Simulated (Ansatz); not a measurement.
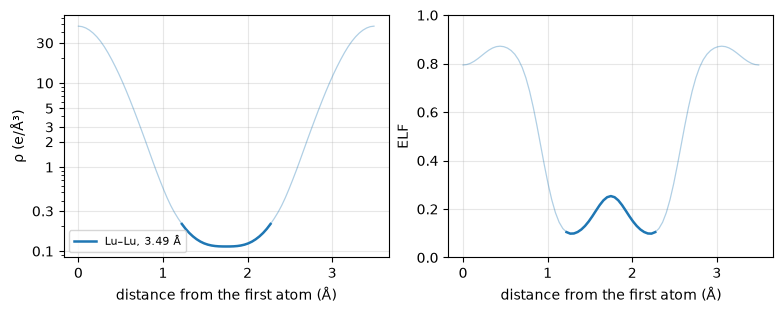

The picture shows: Lu. Valence charge density (pseudo) and ELF along straight lines between neighbouring atoms. Thin, pale parts lie inside the atomic spheres.

Space group Fm-3m; set up as Lu, fcc; a generated structure, not necessarily the stable one; changed on purpose from its base cell (volume × 1.0); computed without spin polarisation.

Level of theory: Ansatz 0.2.0, DFT, revPBE, plane waves (420 eV) with PAW, scalar-relativistic.

Core electrons are frozen (PAW), and the valence fields are smoothed inside the atomic spheres.

Input

```
crystal:
  lattice:
    - [0.0, 2.4712062923, 2.4712062923]
    - [2.4712062923, 0.0, 2.4712062923]
    - [2.4712062923, 2.4712062923, 0.0]
  atoms:
    - { symbol: Lu, position: [0.0, 0.0, 0.0] }
hamiltonian:
  xc: revpbe
  pseudopotentials:
    kind: paw
    azcp:
      Lu: "pseudopotentials/Lu.paw.azcp"
basis:
  ecutwfc: 420
  fft_grid_basis: typed
kpoints:
  mp_grid: { grid: [12, 12, 12], shift: [0, 0, 0] }
magnetization:
  spin_polarized: false
scf:
  occupations: { method: fermi_dirac, width: 0.1 }
  lower_state_search: "off"
output:
  stress: true
  write_density: true
  write_potential: true
  elf: true
  volumetric_format: npy
```

Below, planes, directions and counts refer to the conventional cell (a = 4.94 Å, b = 4.94 Å, c = 4.94 Å, α = 90.00°, β = 90.00°, γ = 90.00°).

What can be read from the curves?

Lu–Lu (3.49 Å): ρ at the midpoint is about 0.11 e/Å³; the ELF is about 0.25 at the midpoint: no localised pair shows between them.
